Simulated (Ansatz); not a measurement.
MgO

Input

```
crystal:
  lattice:
    - [1.4803365636, 0.8546727135, 19.7468084638]
    - [-1.4803365636, 0.8546727135, 19.7468084638]
    - [0.0, -1.709345427, 19.7468084638]
  atoms:
    - { symbol: Mg, position: [0.3756355028, 0.3756355028, 0.3756355028] }
    - { symbol: Mg, position: [0.6243644972, 0.6243644972, 0.6243644972] }
    - { symbol: Mg, position: [0.7923022651, 0.7923022651, 0.7923022651] }
    - { symbol: Mg, position: [0.2076977349, 0.2076977349, 0.2076977349] }
    - { symbol: Mg, position: [0.9153911685, 0.9153911685, 0.9153911685] }
    - { symbol: Mg, position: [0.0846088315, 0.0846088315, 0.0846088315] }
    - { symbol: Mg, position: [0.5, 0.5, 0.5] }
    - { symbol: Mg, position: [0.0, 0.0, 0.0] }
    - { symbol: O, position: [0.1461512394, 0.1461512394, 0.1461512394] }
    - { symbol: O, position: [0.8538487606, 0.8538487606, 0.8538487606] }
    - { symbol: O, position: [0.4384555602, 0.4384555602, 0.4384555602] }
    - { symbol: O, position: [0.5615444398, 0.5615444398, 0.5615444398] }
    - { symbol: O, position: [0.312877788, 0.312877788, 0.312877788] }
    - { symbol: O, position: [0.687122212, 0.687122212, 0.687122212] }
    - { symbol: O, position: [0.2691821748, 0.2691821748, 0.2691821748] }
    - { symbol: O, position: [0.7308178252, 0.7308178252, 0.7308178252] }
kpoints:
  mp_grid: { grid: [6, 6, 6] }
  band_path:
    path:
      - [0.0, 0.0, 0.0]
      - [0.5, 0.5, 0.5]
      - [0.8320844709, 0.1679155291, 0.5]
      - [0.5, -0.1679155291, 0.1679155291]
      - [0.5, 0.0, 0.0]
      - [0.3339577645, -0.3339577645, 0.0]
      - [0.6660422355, 0.0, 0.3339577645]
      - [0.5, 0.0, 0.5]
      - [-0.041667, 0.0, 0.03125]
    npoints: 1
hamiltonian:
  xc: pbe0
scf:
  occupations: { method: fixed }
  n_extra_bands: 8
output:
  forces: true
  stress: true
  eigenvalues: true
  write_density: true
  write_potential: true
  elf: true
  volumetric_format: npy
```

Below, planes, directions and counts refer to the conventional cell (a = 2.96 Å, b = 2.96 Å, c = 59.24 Å, α = 90.00°, β = 90.00°, γ = 120.00°).

Space group R-3m; a structure from a database of computed crystals, not necessarily the ambient phase; started from the database structure prototype, which need not be the ambient phase.

Level of theory: DFT, PBE0, plane waves, PAW in Ansatz 0.2.0.

Q: What will maps of the valence pseudo-density and electron localisation function show?

A: Mg–O (2.10 Å): the density is about 0.34 e/Å³ at the midpoint; the ELF peaks at about 0.85 in the valence shell of O, 0.6 Å from its nucleus, and is about 0.35 at the midpoint: a largely ionic contact.
Mg–O (2.14 Å): the density is about 0.32 e/Å³ at the midpoint; the ELF peaks at about 0.85 in the valence shell of O, 0.6 Å from its nucleus, and is about 0.35 at the midpoint; a largely ionic contact.

Q: Does the calculation give a band gap?

A: It is gapped, with a Kohn–Sham gap of 6.6 eV on the k-point mesh, an upper bound to the gap of this method.

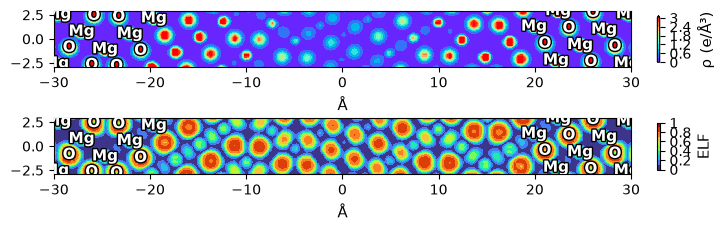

Computed valence pseudo-density and electron localisation function on the (111) plane of the conventional cell, in this order. Atoms just off the plane (Mg, 0.3 Å away and O, 0.3 Å away) can leave unmarked features too.

In a PAW calculation such maps are meaningful between the atoms, not at the nuclei.
